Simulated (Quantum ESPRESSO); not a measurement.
## Rh: 7 runs along one coordinate

System: Rh (Fm-3m, 1 atom in the cell).
Method: Kohn-Sham DFT of a periodic cell, LDA, GBRV 1.5 LDA, no spin polarisation (Quantum ESPRESSO 7.5).

The 7 runs differ only in the geometry, by an even scaling of the cell at fixed fractional positions. The structure derives from an entry of the Crystallography Open Database.

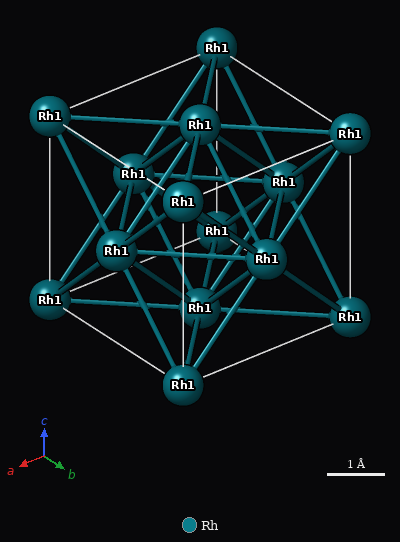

Figure 1. The structure of run 4 (ball-and-stick view of the cell 4 times as large as that of the calculation, set on its symmetry axes, seen at an oblique angle; atoms are numbered from 1 in the order of the input). An atom can appear more than once, as a periodic image.

**Input of run 4**
```
&CONTROL
  calculation = 'scf'
  prefix = 'pwscf'
  outdir = './tmp'
  pseudo_dir = './pseudo'
  tprnfor = .true.
  tstress = .true.
  disk_io = 'nowf'
/
&SYSTEM
  ibrav = 0
  nat = 1
  ntyp = 1
  ecutwfc = 45
  ecutrho = 360
  nbnd = 13
  occupations = 'smearing'
  smearing = 'fd'
  degauss = 0.00367493
/
&ELECTRONS
  conv_thr = 2d-10
  electron_maxstep = 120
  mixing_beta = 0.5
/
ATOMIC_SPECIES
Rh   102.9055 rh_lda_v1.4.uspp.F.UPF
CELL_PARAMETERS angstrom
   0.0000000000    1.8978500000    1.8978500000
   1.8978500000    0.0000000000    1.8978500000
   1.8978500000    1.8978500000    0.0000000000
ATOMIC_POSITIONS crystal
Rh     0.0000000000    0.0000000000    0.0000000000
K_POINTS automatic
12 12 12 0 0 0
```

Command:
```bash
OMP_NUM_THREADS=1 mpirun -n 2 pw.x -nk 2 -in pw.in > pw.out
```

Lattice vectors (Å) and fractional positions of run 4:
```
   0.000000    1.897850    1.897850
   1.897850    0.000000    1.897850
   1.897850    1.897850    0.000000
Rh  0.000000  0.000000  0.000000
```

Run 2 differs from it as follows:
```diff
-   0.0000000000    1.8978500000    1.8978500000
-   1.8978500000    0.0000000000    1.8978500000
-   1.8978500000    1.8978500000    0.0000000000
+   0.0000000000    1.8722002341    1.8722002341
+   1.8722002341    0.0000000000    1.8722002341
+   1.8722002341    1.8722002341    0.0000000000
```

**Results, with one run withheld**

```csv
run,volume per atom (Å³),"free energy per atom, from the lowest run given (meV)",pressure (GPa)
1,12.851,12.64,10.93
2,13.125,?,?
3,13.398,0.00,−3.15
4,13.671,10.31,−8.97
5,13.945,29.99,−14.10
6,14.218,57.89,−18.61
7,14.492,92.97,−22.56
```

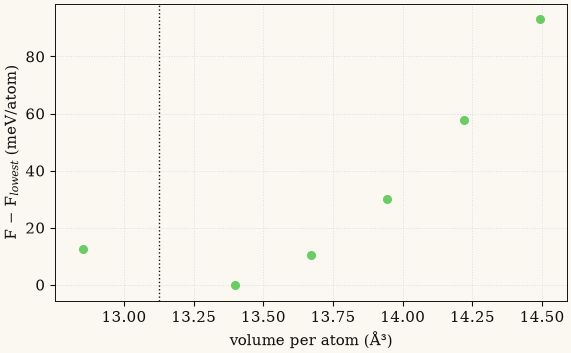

Figure 2. Free energy per atom of the runs given; the dotted line marks run 2.

What should run 2 give?

A cubic polynomial in V^(−2/3) (the Birch–Murnaghan form), fitted to the 6 runs given, misses them by at most 0.04 meV per atom. With x = V^(−2/3) − 0.17428 Å⁻², it reads F = 14.729 − 7640.9 x + 8.9729e+05 x² + 3.3349e+06 x³ (meV per atom). At run 2 it gives 0.26 meV per atom, and the run itself gives 0.33. The slope of the fit gives a pressure −dF/dV of 3.54 GPa there, and the run prints 3.45 GPa. The two needn't agree exactly: the fit is approximate, and the printed stress is taken on a finite basis. The fit has its minimum at 13.267 Å³ per atom, where V d²F/dV² gives 321 GPa: the bulk modulus at this level, since symmetry fixes the shape and the positions.

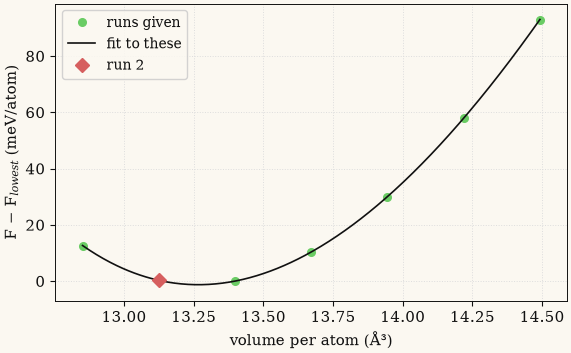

Figure 3. The fit and the withheld run.

**Some lines of the output (run 2)**
```
[...]
     unit-cell volume          =      88.5694 (a.u.)^3
     number of k points=    72  Fermi-Dirac smearing, width (Ry)=  0.0037
     total energy              =    -171.19479599 Ry
     total energy              =    -171.33935970 Ry
     total energy              =    -171.34533804 Ry
     total energy              =    -171.34538684 Ry
     total energy              =    -171.34538760 Ry
     total energy              =    -171.34538762 Ry
     the Fermi energy is    22.4177 ev
!    total energy              =    -171.34538762 Ry
     The total energy is F=E-TS. E is the sum of the following terms:
     Computing stress (Cartesian axis) and pressure
          total   stress  (Ry/bohr**3)                   (kbar)     P=       34.50
```

Notes on the run: negative rho.
